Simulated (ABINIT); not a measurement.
## Geometry relaxation of Cu (part 2 of 3)

The same run, continued: Cu (Fm-3m, 1 atom in the cell); Kohn-Sham DFT of a periodic cell, LDA, JTH PAW LDA v2.0, no spin polarisation (ABINIT 10.8.3); cutoff 544.23 eV, 10×10×10 k-mesh, fermi-dirac of 0.05 eV. The structure derives from an entry of the Crystallography Open Database.

Geometry of the input (Å; fractional positions):
```
0.0000  1.8075  1.8075
1.8075  0.0000  1.8075
1.8075  1.8075  0.0000
Cu 0.0000  0.0000  0.0000
```

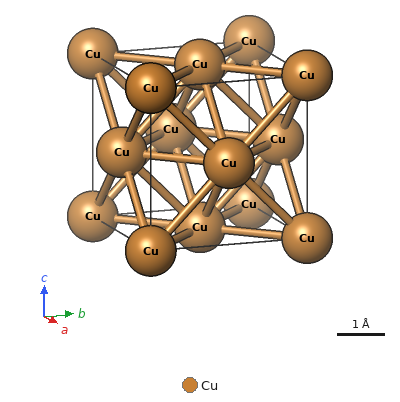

The input geometry (ball-and-stick view of the cell 4 times as large as that of the calculation, set on its symmetry axes, seen slightly off an axis).

**Output, continued**
```
--- !ResultsGS
iteration_state: {dtset: 1, itime: 3, icycle: 1, }
comment   : Summary of ground state results
lattice_vectors:
- [  0.0000000,   3.3128336,   3.3128336, ]
- [  3.3128336,   0.0000000,   3.3128336, ]
- [  3.3128336,   3.3128336,   0.0000000, ]
lattice_lengths: [   4.68505,    4.68505,    4.68505, ]
lattice_angles: [ 60.000,  60.000,  60.000, ] # degrees, (23, 13, 12)
lattice_volume:   7.2715812E+01
convergence: {deltae:  1.003E-11, res2:  5.838E-12, residm:  3.536E-07, diffor: null, }
etotal    :  -1.98102267E+02
entropy   :   0.00000000E+00
fermie    :   2.94317219E-01
cartesian_stress_tensor: # hartree/bohr^3
- [ -7.40677666E-05,   0.00000000E+00,   0.00000000E+00, ]
- [  0.00000000E+00,  -7.40677666E-05,   0.00000000E+00, ]
- [  0.00000000E+00,   0.00000000E+00,  -7.40677666E-05, ]
pressure_GPa:   2.1791E+00
xred      :
- [  0.0000E+00,   0.0000E+00,   0.0000E+00, Cu]
cartesian_forces: # hartree/bohr
- [ -0.00000000E+00,  -0.00000000E+00,  -0.00000000E+00, ]
force_length_stats: {min:   0.00000000E+00, max:   0.00000000E+00, mean:   0.00000000E+00, }
...

 Integrated electronic density in atomic spheres:
 ------------------------------------------------
 Atom  Sphere_radius  Integrated_density
    1        2.00090         17.44367519

---OUTPUT-----------------------------------------------------------------------

 Cartesian coordinates (xcart) [bohr]
  0.00000000000000E+00  0.00000000000000E+00  0.00000000000000E+00
 Reduced coordinates (xred)
  0.00000000000000E+00  0.00000000000000E+00  0.00000000000000E+00
 Cartesian forces (fcart) [Ha/bohr]; max,rms= 0.00000E+00 0.00000E+00 (free atoms)
 -0.00000000000000E+00 -0.00000000000000E+00 -0.00000000000000E+00
 Gradient of E wrt nuclear positions in reduced coordinates (gred)
  0.00000000000000E+00  0.00000000000000E+00  0.00000000000000E+00
 Scale of Primitive Cell (acell) [bohr]
  4.68505419953391E+00  4.68505419953391E+00  4.68505419953391E+00
 Real space primitive translations (rprimd) [bohr]
  0.00000000000000E+00  3.31283359471694E+00  3.31283359471694E+00
  3.31283359471694E+00  0.00000000000000E+00  3.31283359471694E+00
  3.31283359471694E+00  3.31283359471694E+00  0.00000000000000E+00
 Unitary Cell Volume (ucvol) [Bohr^3]=  7.27158123890569E+01
 Angles (23,13,12)= [degrees]
  6.00000000000000E+01  6.00000000000000E+01  6.00000000000000E+01
 Lengths [Bohr]
  4.68505419953391E+00  4.68505419953391E+00  4.68505419953391E+00
 Stress tensor in cartesian coordinates (strten) [Ha/bohr^3]
 -7.40677666089540E-05  0.00000000000000E+00  0.00000000000000E+00
  0.00000000000000E+00 -7.40677666089540E-05  0.00000000000000E+00
  0.00000000000000E+00  0.00000000000000E+00 -7.40677666090650E-05
 Total energy (etotal) [Ha]= -1.98102266987523E+02

 Difference of energy with previous step (new-old):
           Absolute (Ha)=-3.79715E-04
           Relative     =-1.91676E-06

--- Iteration: ( 4/50) Internal Cycle: (1/1)
--------------------------------------------------------------------------------

---SELF-CONSISTENT-FIELD CONVERGENCE--------------------------------------------

--- !BeginCycle
iteration_state: {dtset: 1, itime: 4, icycle: 1, }
solver: {iscf: 17, nstep: 80, nline: 4, wfoptalg: 10, }
tolerances: {tolvrs: 1.00E-10, }
...

     iter   Etot(hartree)      deltaE(h)  residm     nres2
 ETOT  1  -198.10673832981    -1.981E+02 6.243E-03 3.165E+00
 ETOT  2  -198.11667415301    -9.936E-03 6.479E-05 6.726E+00
 ETOT  3  -198.10236944783     1.430E-02 1.637E-02 1.027E-01
 ETOT  4  -198.10229071646     7.873E-05 1.111E-04 4.093E-03
 ETOT  5  -198.10229807247    -7.356E-06 3.617E-06 8.003E-04
 ETOT  6  -198.10229655298     1.519E-06 3.994E-07 2.396E-06
 ETOT  7  -198.10229661292    -5.994E-08 4.450E-07 1.869E-05
 ETOT  8  -198.10229657582     3.710E-08 3.163E-08 1.094E-08
 ETOT  9  -198.10229657647    -6.513E-10 1.692E-08 2.974E-08
 ETOT 10  -198.10229657642     5.011E-11 8.397E-10 6.849E-09
 ETOT 11  -198.10229657641     1.270E-11 9.395E-10 5.712E-10
 ETOT 12  -198.10229657641     1.251E-12 2.754E-11 6.463E-12

 At SCF step   12       nres2   =  6.46E-12 < tolvrs=  1.00E-10 =>converged.

 Cartesian components of stress tensor (hartree/bohr^3)
  sigma(1 1)=  4.77311069E-06  sigma(3 2)=  0.00000000E+00
  sigma(2 2)=  4.77311069E-06  sigma(3 1)=  0.00000000E+00
  sigma(3 3)=  4.77311069E-06  sigma(2 1)=  0.00000000E+00

--- !ResultsGS
iteration_state: {dtset: 1, itime: 4, icycle: 1, }
comment   : Summary of ground state results
lattice_vectors:
- [  0.0000000,   3.3259206,   3.3259206, ]
- [  3.3259206,   0.0000000,   3.3259206, ]
- [  3.3259206,   3.3259206,   0.0000000, ]
lattice_lengths: [   4.70356,    4.70356,    4.70356, ]
lattice_angles: [ 60.000,  60.000,  60.000, ] # degrees, (23, 13, 12)
lattice_volume:   7.3580993E+01
convergence: {deltae:  1.251E-12, res2:  6.463E-12, residm:  2.754E-11, diffor: null, }
etotal    :  -1.98102297E+02
entropy   :   0.00000000E+00
fermie    :   2.88496389E-01
cartesian_stress_tensor: # hartree/bohr^3
- [  4.77311069E-06,   0.00000000E+00,   0.00000000E+00, ]
- [  0.00000000E+00,   4.77311069E-06,   0.00000000E+00, ]
- [  0.00000000E+00,   0.00000000E+00,   4.77311069E-06, ]
pressure_GPa:  -1.4043E-01
xred      :
- [  0.0000E+00,   0.0000E+00,   0.0000E+00, Cu]
cartesian_forces: # hartree/bohr
- [ -0.00000000E+00,  -0.00000000E+00,  -0.00000000E+00, ]
force_length_stats: {min:   0.00000000E+00, max:   0.00000000E+00, mean:   0.00000000E+00, }
...

 Integrated electronic density in atomic spheres:
 ------------------------------------------------
 Atom  Sphere_radius  Integrated_density
    1        2.00090         17.41159693

---OUTPUT-----------------------------------------------------------------------

 Cartesian coordinates (xcart) [bohr]
  0.00000000000000E+00  0.00000000000000E+00  0.00000000000000E+00
 Reduced coordinates (xred)
  0.00000000000000E+00  0.00000000000000E+00  0.00000000000000E+00
 Cartesian forces (fcart) [Ha/bohr]; max,rms= 0.00000E+00 0.00000E+00 (free atoms)
 -0.00000000000000E+00 -0.00000000000000E+00 -0.00000000000000E+00
 Gradient of E wrt nuclear positions in reduced coordinates (gred)
  0.00000000000000E+00  0.00000000000000E+00  0.00000000000000E+00
 Scale of Primitive Cell (acell) [bohr]
  4.70356207669137E+00  4.70356207669137E+00  4.70356207669137E+00
 Real space primitive translations (rprimd) [bohr]
  0.00000000000000E+00  3.32592064016035E+00  3.32592064016035E+00
  3.32592064016035E+00  0.00000000000000E+00  3.32592064016035E+00
  3.32592064016035E+00  3.32592064016035E+00  0.00000000000000E+00
 Unitary Cell Volume (ucvol) [Bohr^3]=  7.35809926749843E+01
 Angles (23,13,12)= [degrees]
  6.00000000000000E+01  6.00000000000000E+01  6.00000000000000E+01
 Lengths [Bohr]
  4.70356207669137E+00  4.70356207669137E+00  4.70356207669137E+00
 Stress tensor in cartesian coordinates (strten) [Ha/bohr^3]
  4.77311069269071E-06  0.00000000000000E+00  0.00000000000000E+00
  0.00000000000000E+00  4.77311069266295E-06  0.00000000000000E+00
  0.00000000000000E+00  0.00000000000000E+00  4.77311069260744E-06
 Total energy (etotal) [Ha]= -1.98102296576408E+02

 Difference of energy with previous step (new-old):
           Absolute (Ha)=-2.95889E-05
           Relative     =-1.49362E-07

--- Iteration: ( 5/50) Internal Cycle: (1/1)
--------------------------------------------------------------------------------

---SELF-CONSISTENT-FIELD CONVERGENCE--------------------------------------------

--- !BeginCycle
iteration_state: {dtset: 1, itime: 5, icycle: 1, }
solver: {iscf: 17, nstep: 80, nline: 4, wfoptalg: 10, }
tolerances: {tolvrs: 1.00E-10, }
...

     iter   Etot(hartree)      deltaE(h)  residm     nres2
 ETOT  1  -198.10231303662    -1.981E+02 5.334E-03 1.162E-02
 ETOT  2  -198.10234996070    -3.692E-05 2.220E-06 2.631E-02
 ETOT  3  -198.10229703482     5.293E-05 6.082E-05 4.663E-04
 ETOT  4  -198.10229668143     3.534E-07 4.248E-07 2.305E-05
 ETOT  5  -198.10229669841    -1.699E-08 3.121E-08 5.171E-06
 ETOT  6  -198.10229668954     8.873E-09 8.905E-09 3.573E-08
 ETOT  7  -198.10229669011    -5.711E-10 6.955E-10 2.104E-07
 ETOT  8  -198.10229668968     4.250E-10 2.840E-10 4.105E-09
 ETOT  9  -198.10229668968     3.297E-12 3.791E-10 1.176E-10
 ETOT 10  -198.10229668968     1.990E-13 4.696E-12 8.618E-12

 At SCF step   10       nres2   =  8.62E-12 < tolvrs=  1.00E-10 =>converged.

 Cartesian components of stress tensor (hartree/bohr^3)
  sigma(1 1)= -4.89736866E-07  sigma(3 2)=  0.00000000E+00
  sigma(2 2)= -4.89736867E-07  sigma(3 1)=  0.00000000E+00
  sigma(3 3)= -4.89736867E-07  sigma(2 1)=  0.00000000E+00

--- !ResultsGS
iteration_state: {dtset: 1, itime: 5, icycle: 1, }
comment   : Summary of ground state results
lattice_vectors:
- [  0.0000000,   3.3251195,   3.3251195, ]
- [  3.3251195,   0.0000000,   3.3251195, ]
- [  3.3251195,   3.3251195,   0.0000000, ]
lattice_lengths: [   4.70243,    4.70243,    4.70243, ]
lattice_angles: [ 60.000,  60.000,  60.000, ] # degrees, (23, 13, 12)
lattice_volume:   7.3527833E+01
convergence: {deltae:  1.990E-13, res2:  8.618E-12, residm:  4.696E-12, diffor: null, }
etotal    :  -1.98102297E+02
entropy   :   0.00000000E+00
fermie    :   2.88849264E-01
cartesian_stress_tensor: # hartree/bohr^3
- [ -4.89736866E-07,   0.00000000E+00,   0.00000000E+00, ]
- [  0.00000000E+00,  -4.89736867E-07,   0.00000000E+00, ]
- [  0.00000000E+00,   0.00000000E+00,  -4.89736867E-07, ]
pressure_GPa:   1.4409E-02
xred      :
- [  0.0000E+00,   0.0000E+00,   0.0000E+00, Cu]
cartesian_forces: # hartree/bohr
- [ -0.00000000E+00,  -0.00000000E+00,  -0.00000000E+00, ]
force_length_stats: {min:   0.00000000E+00, max:   0.00000000E+00, mean:   0.00000000E+00, }
...

 Integrated electronic density in atomic spheres:
 ------------------------------------------------
 Atom  Sphere_radius  Integrated_density
    1        2.00090         17.41090149

---OUTPUT-----------------------------------------------------------------------

 Cartesian coordinates (xcart) [bohr]
  0.00000000000000E+00  0.00000000000000E+00  0.00000000000000E+00
 Reduced coordinates (xred)
  0.00000000000000E+00  0.00000000000000E+00  0.00000000000000E+00
 Cartesian forces (fcart) [Ha/bohr]; max,rms= 0.00000E+00 0.00000E+00 (free atoms)
 -0.00000000000000E+00 -0.00000000000000E+00 -0.00000000000000E+00
 Gradient of E wrt nuclear positions in reduced coordinates (gred)
  0.00000000000000E+00  0.00000000000000E+00  0.00000000000000E+00
 Scale of Primitive Cell (acell) [bohr]
  4.70242907455640E+00  4.70242907455640E+00  4.70242907455640E+00
 Real space primitive translations (rprimd) [bohr]
  0.00000000000000E+00  3.32511948666761E+00  3.32511948666761E+00
  3.32511948666761E+00  0.00000000000000E+00  3.32511948666761E+00
  3.32511948666761E+00  3.32511948666761E+00  0.00000000000000E+00
 Unitary Cell Volume (ucvol) [Bohr^3]=  7.35278325335685E+01
 Angles (23,13,12)= [degrees]
  6.00000000000000E+01  6.00000000000000E+01  6.00000000000000E+01
 Lengths [Bohr]
  4.70242907455640E+00  4.70242907455640E+00  4.70242907455640E+00
 Stress tensor in cartesian coordinates (strten) [Ha/bohr^3]
 -4.89736866449153E-07  0.00000000000000E+00  0.00000000000000E+00
  0.00000000000000E+00 -4.89736866532420E-07  0.00000000000000E+00
  0.00000000000000E+00  0.00000000000000E+00 -4.89736866532420E-07
 Total energy (etotal) [Ha]= -1.98102296689681E+02

 Difference of energy with previous step (new-old):
           Absolute (Ha)=-1.13272E-07
           Relative     =-5.71788E-10

--- Iteration: ( 6/50) Internal Cycle: (1/1)
--------------------------------------------------------------------------------

---SELF-CONSISTENT-FIELD CONVERGENCE--------------------------------------------

--- !BeginCycle
iteration_state: {dtset: 1, itime: 6, icycle: 1, }
solver: {iscf: 17, nstep: 80, nline: 4, wfoptalg: 10, }
tolerances: {tolvrs: 1.00E-10, }
...

     iter   Etot(hartree)      deltaE(h)  residm     nres2
 ETOT  1  -198.10229683203    -1.981E+02 1.075E-05 1.003E-04
 ETOT  2  -198.10229715042    -3.184E-07 6.486E-09 2.269E-04
 ETOT  3  -198.10229669391     4.565E-07 5.255E-07 4.050E-06
 ETOT  4  -198.10229669076     3.154E-09 3.743E-09 1.950E-07
 ETOT  5  -198.10229669092    -1.595E-10 2.564E-10 4.378E-08
 ETOT  6  -198.10229669084     7.606E-11 6.360E-11 2.944E-10
 ETOT  7  -198.10229669085    -4.945E-12 5.778E-12 1.712E-09
 ETOT  8  -198.10229669084     3.809E-12 2.338E-12 2.668E-11

 At SCF step    8       nres2   =  2.67E-11 < tolvrs=  1.00E-10 =>converged.

 Cartesian components of stress tensor (hartree/bohr^3)
  sigma(1 1)=  2.59047452E-08  sigma(3 2)=  0.00000000E+00
  sigma(2 2)=  2.59047452E-08  sigma(3 1)=  0.00000000E+00
  sigma(3 3)=  2.59047451E-08  sigma(2 1)=  0.00000000E+00

--- !ResultsGS
iteration_state: {dtset: 1, itime: 6, icycle: 1, }
comment   : Summary of ground state results
lattice_vectors:
- [  0.0000000,   3.3251940,   3.3251940, ]
- [  3.3251940,   0.0000000,   3.3251940, ]
- [  3.3251940,   3.3251940,   0.0000000, ]
lattice_lengths: [   4.70253,    4.70253,    4.70253, ]
lattice_angles: [ 60.000,  60.000,  60.000, ] # degrees, (23, 13, 12)
lattice_volume:   7.3532775E+01
convergence: {deltae:  3.809E-12, res2:  2.668E-11, residm:  2.338E-12, diffor: null, }
etotal    :  -1.98102297E+02
entropy   :   0.00000000E+00
fermie    :   2.88816334E-01
cartesian_stress_tensor: # hartree/bohr^3
- [  2.59047452E-08,   0.00000000E+00,   0.00000000E+00, ]
- [  0.00000000E+00,   2.59047452E-08,   0.00000000E+00, ]
- [  0.00000000E+00,   0.00000000E+00,   2.59047451E-08, ]
pressure_GPa:  -7.6214E-04
xred      :
- [  0.0000E+00,   0.0000E+00,   0.0000E+00, Cu]
cartesian_forces: # hartree/bohr
- [ -0.00000000E+00,  -0.00000000E+00,  -0.00000000E+00, ]
force_length_stats: {min:   0.00000000E+00, max:   0.00000000E+00, mean:   0.00000000E+00, }
...

 Integrated electronic density in atomic spheres:
 ------------------------------------------------
 Atom  Sphere_radius  Integrated_density
    1        2.00090         17.41096671

---OUTPUT-----------------------------------------------------------------------

 Cartesian coordinates (xcart) [bohr]
  0.00000000000000E+00  0.00000000000000E+00  0.00000000000000E+00
 Reduced coordinates (xred)
  0.00000000000000E+00  0.00000000000000E+00  0.00000000000000E+00
 Cartesian forces (fcart) [Ha/bohr]; max,rms= 0.00000E+00 0.00000E+00 (free atoms)
 -0.00000000000000E+00 -0.00000000000000E+00 -0.00000000000000E+00
 Gradient of E wrt nuclear positions in reduced coordinates (gred)
  0.00000000000000E+00  0.00000000000000E+00  0.00000000000000E+00
 Scale of Primitive Cell (acell) [bohr]
  4.70253443753890E+00  4.70253443753891E+00  4.70253443753891E+00
 Real space primitive translations (rprimd) [bohr]
  0.00000000000000E+00  3.32519398954703E+00  3.32519398954703E+00
  3.32519398954703E+00  0.00000000000000E+00  3.32519398954703E+00
  3.32519398954703E+00  3.32519398954703E+00  0.00000000000000E+00
 Unitary Cell Volume (ucvol) [Bohr^3]=  7.35327750548870E+01
 Angles (23,13,12)= [degrees]
  6.00000000000000E+01  6.00000000000000E+01  6.00000000000000E+01
 Lengths [Bohr]
  4.70253443753890E+00  4.70253443753891E+00  4.70253443753891E+00
 Stress tensor in cartesian coordinates (strten) [Ha/bohr^3]
  2.59047451822703E-08  0.00000000000000E+00  0.00000000000000E+00
  0.00000000000000E+00  2.59047452377814E-08  0.00000000000000E+00
  0.00000000000000E+00  0.00000000000000E+00  2.59047450990035E-08
 Total energy (etotal) [Ha]= -1.98102296690844E+02

 Difference of energy with previous step (new-old):
           Absolute (Ha)=-1.16316E-09
           Relative     =-5.87150E-12

 At Broyd/MD step   6, gradients are converged :
  max grad (force/stress) = 2.5905E-06 < tolmxf= 2.0000E-05 ha/bohr (free atoms)

================================================================================

 ----iterations are completed or convergence reached----

 Mean square residual over all n,k,spin=   71.217E-14; max=  23.377E-13
 reduced coordinates (array xred) for    1 atoms
       0.000000000000      0.000000000000      0.000000000000
 rms dE/dt=  0.0000E+00; max dE/dt=  0.0000E+00; dE/dt below (all hartree)
    1       0.000000000000      0.000000000000      0.000000000000

 cartesian coordinates (angstrom) at end:
    1      0.00000000000000     0.00000000000000     0.00000000000000

 cartesian forces (hartree/bohr) at end:
    1     -0.00000000000000    -0.00000000000000    -0.00000000000000
 frms,max,avg= 0.0000000E+00 0.0000000E+00   0.000E+00  0.000E+00  0.000E+00 h/b

 cartesian forces (eV/Angstrom) at end:
    1     -0.00000000000000    -0.00000000000000    -0.00000000000000
 frms,max,avg= 0.0000000E+00 0.0000000E+00   0.000E+00  0.000E+00  0.000E+00 e/A
 length scales=  4.702534437539  4.702534437539  4.702534437539 bohr
              =  2.488474056144  2.488474056144  2.488474056144 angstroms
 Fermi (or HOMO) energy (hartree) =   0.28882   Average Vxc (hartree)=  -0.46415
 Eigenvalues (hartree) for nkpt=  47  k points:
 kpt#   1, nband= 14, wtk=  0.00100, kpt=  0.0000  0.0000  0.0000 (reduced coord)
  -3.82267   -2.26933   -2.26933   -2.26933   -0.07568    0.17137    0.17137    0.17137
   0.20654    0.20654    1.16111    1.26869    1.26869    1.26869
      occupation numbers for kpt#   1
   2.00000    2.00000    2.00000    2.00000    2.00000    2.00000    2.00000    2.00000
   2.00000    2.00000    0.00000    0.00000    0.00000    0.00000
 prteigrs : prtvol=0 or 1, do not print more k-points.

--- !EnergyTerms
iteration_state     : {dtset: 1, itime: 6, icycle: 1, }
comment             : Components of total free energy in Hartree
kinetic             :  1.10778481222623E+01
hartree             :  3.91730197878385E+01
xc                  : -2.77352599242788E+00
Ewald energy        : -1.24438996187750E+02
psp_core            :  9.38898999263209E+00
local_psp           : -9.86273654019813E+01
PAW spherical_terms : -3.19020878808296E+01
internal            : -1.98102117560256E+02
'-kT*entropy'       : -1.80888871046360E-04
total_energy        : -1.98102298449127E+02
total_energy_eV     : -5.39063815931580E+03
...

--- !EnergyTermsDC
iteration_state     : {dtset: 1, itime: 6, icycle: 1, }
comment             : '"Double-counting" decomposition of free energy'
band_energy         : -1.93850493434428E+01
Ewald energy        : -1.24438996187750E+02
psp_core            :  9.38898999263209E+00
xc_dc               : -3.83491175199655E+01
PAW spherical_terms : -2.53179427434467E+01
internal            : -1.98102115801973E+02
'-kT*entropy'       : -1.80888871046360E-04
total_energy_dc     : -1.98102296690844E+02
total_energy_dc_eV  : -5.39063811147048E+03
...

--- !EnergyTermsWithPAWCore
iteration_state     : {dtset: 1, itime: 6, icycle: 1, }
comment             : 'Components of total free energy, including PAW core contributions'
Total energy        : -1.65243546022508E+03
Total energy DC     : -1.65243545846680E+03
Total energy (eV)   : -4.49650595547400E+04
Total energy DC (eV): -4.49650595068947E+04
...

 Cartesian components of stress tensor (hartree/bohr^3)
  sigma(1 1)=  2.59047452E-08  sigma(3 2)=  0.00000000E+00
  sigma(2 2)=  2.59047452E-08  sigma(3 1)=  0.00000000E+00
  sigma(3 3)=  2.59047451E-08  sigma(2 1)=  0.00000000E+00

-Cartesian components of stress tensor (GPa)         [Pressure= -7.6214E-04 GPa]
- sigma(1 1)=  7.62143916E-04  sigma(3 2)=  0.00000000E+00
- sigma(2 2)=  7.62143918E-04  sigma(3 1)=  0.00000000E+00
- sigma(3 3)=  7.62143914E-04  sigma(2 1)=  0.00000000E+00

== END DATASET(S) ==============================================================
================================================================================

 -outvars: echo values of variables after computation  --------
            acell      4.7025344375E+00  4.7025344375E+00  4.7025344375E+00 Bohr
           etotal     -1.9810229669E+02
            fcart     -0.0000000000E+00 -0.0000000000E+00 -0.0000000000E+00
            rprim      0.0000000000E+00  7.0710678119E-01  7.0710678119E-01
                       7.0710678119E-01  0.0000000000E+00  7.0710678119E-01
                       7.0710678119E-01  7.0710678119E-01  0.0000000000E+00
           strten      2.5904745182E-08  2.5904745238E-08  2.5904745099E-08
                       0.0000000000E+00  0.0000000000E+00  0.0000000000E+00
 Calculation completed.
```
